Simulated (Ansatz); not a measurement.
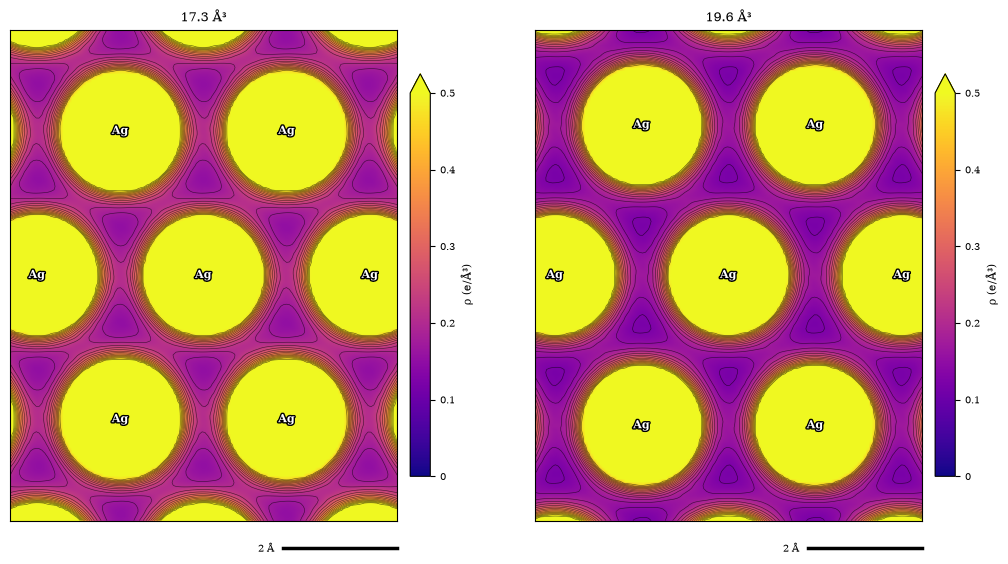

Ag. The valence pseudo-density of cells scaled evenly to different volumes (given per atom above each panel), on the (001) plane of each (indices in the axes of the cell below), at one length scale and on one colour scale.

All numbers below come from DFT PBE, scalar-relativistic, plane waves, PAW (Ansatz 0.2.0).

The density is the valence pseudo-density of a PAW calculation; it isn't the true density close to the nuclei.

The largest cell:

```
Ag
1.0
     3.02987    0.00000    0.00000
    -1.51494    2.62395    0.00000
     0.00000    0.00000    9.88360
Ag
4
Direct
  0.33333 0.66667 0.25000
  0.66667 0.33333 0.75000
  0.00000 0.00000 0.00000
  0.00000 0.00000 0.50000
```

| volume (Å³/atom) | Ag–Ag contact in the plane (Å) | ρ at its midpoint (e/Å³) | pressure (GPa) | 
| --- | --- | --- | --- |
| 17.32 | 2.907 | 0.205 | 3.0 | 
| 18.39 | 2.966 | ? | ? | 
| 19.64 | 3.030 | 0.169 | −6.6 | 

**What values belong in the row with question marks?**

Over the known rows ln ρ falls by 1.57 per Å of Ag–Ag distance (the line through the two), which gives 0.187 e/Å³ at 2.966 Å; the calculation gives 0.184 e/Å³. For the pressure, a straight line in volume between the neighbouring rows gives −1.4 GPa; the calculation gives −2.5, lower because pressure rises ever faster on compression.
